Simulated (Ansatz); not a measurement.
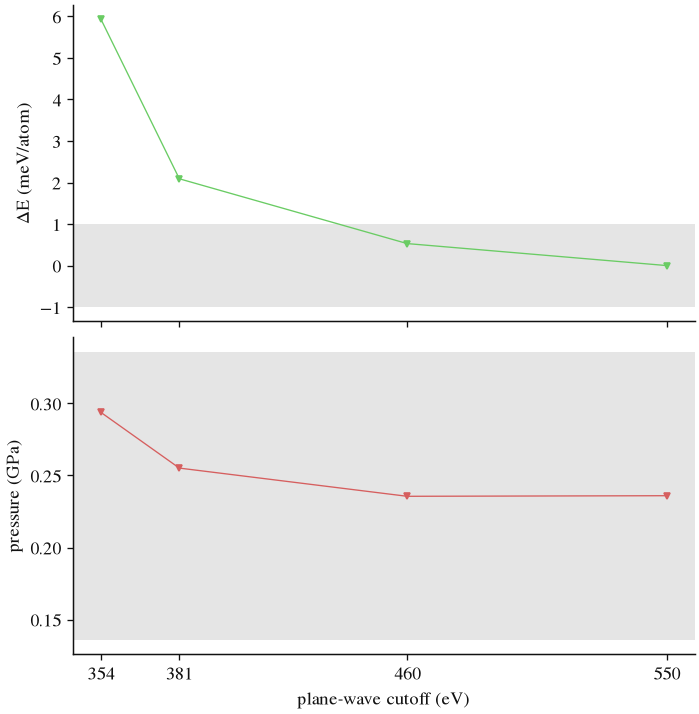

Scan of the plane-wave cutoff (density cutoff scaled with it).
GaAs (F-43m, 2 atoms in the cell); DFT PBE, scalar-relativistic, plane waves, PAW (Ansatz); 4×4×4 k-mesh, Gaussian smearing of 0.1 eV.
ΔE is the free energy less its value at the largest setting, 550 eV.
Dashed lines or grey bands mark the tolerance: 1 meV/atom and 0.1 GPa.
The pressure holds the program's Pulay correction for the finite basis; without it, low cutoffs would be much further off.

Question: From which setting is the free energy converged to 1 meV/atom?

Answer: The free energy is within 1 meV/atom of the largest setting's value from 460 eV on. It is off by +5.9 meV/atom at 353.748 eV and +2.1 meV/atom at 380.959 eV. The smaller bases give higher energies, which fall towards the limit as the basis grows.

Question: How does the pressure behave (tolerance 0.1 GPa)?

Answer: The pressure is within 0.1 GPa of the largest setting's value at every setting shown, 353.748 eV included. The largest deviation is 0.06 GPa.
